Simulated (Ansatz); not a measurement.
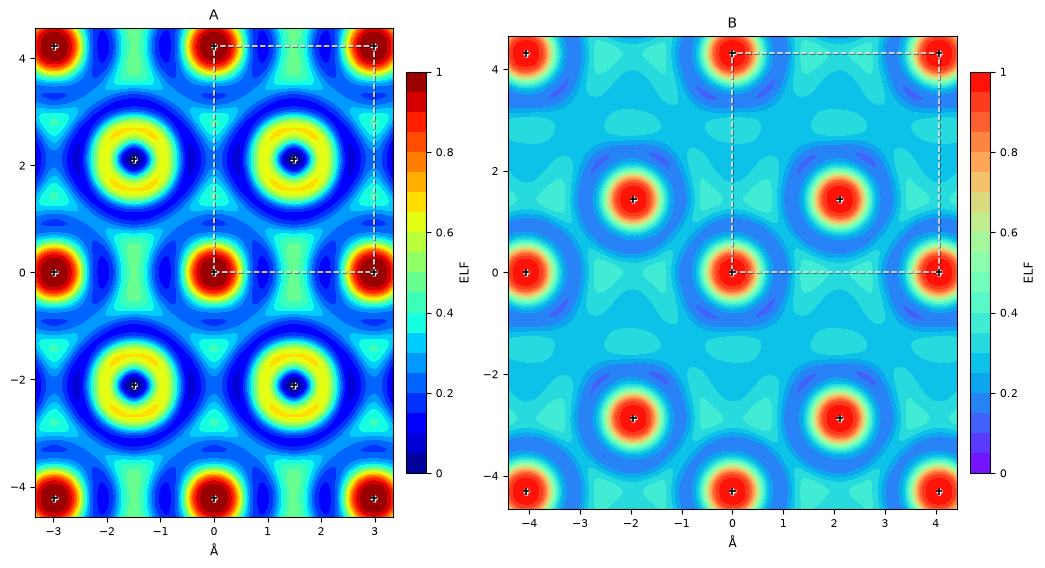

The ELF of 2 systems, each on a plane through atoms (crosses mark nuclei in the plane).

All numbers below come from Kohn-Sham DFT of a periodic cell, PBE, Ansatz PAW (Ansatz).

System 1: TiCo, the (110) plane of the conventional cell. Space group Pm-3m; a structure from a database of computed crystals, not necessarily the ambient phase; spin-polarised.

System 2: Co, the (110) plane of the conventional cell. Space group P-3m1; a structure from a database of computed crystals, not necessarily the ambient phase; not relaxed (largest force 0.5 eV/Å); spin-polarised.

```cif
data_structure
_symmetry_space_group_name_H-M 'P 1'
_symmetry_Int_Tables_number 1
_cell_length_a 2.4874
_cell_length_b 2.4874
_cell_length_c 4.0633
_cell_angle_alpha 90.000
_cell_angle_beta 90.000
_cell_angle_gamma 120.000
_cell_volume 21.77
loop_
_atom_site_label
_atom_site_type_symbol
_atom_site_fract_x
_atom_site_fract_y
_atom_site_fract_z
_atom_site_occupancy
Co1 Co 0.33333 0.66667 0.74014 1
Co2 Co 0.66667 0.33333 0.25986 1
```

Q: Which map belongs to which system?

A: Panel A is system 1, TiCo: the plane holds Co and Ti. Ti–Co (2.59 Å): the ELF is about 0.25 at the midpoint: no localised pair shows between them. Panel B is system 2, Co: the plane holds Co. Co–Co (2.42 Å): the ELF is about 0.25 at the midpoint; no shared electron pair shows on this line.
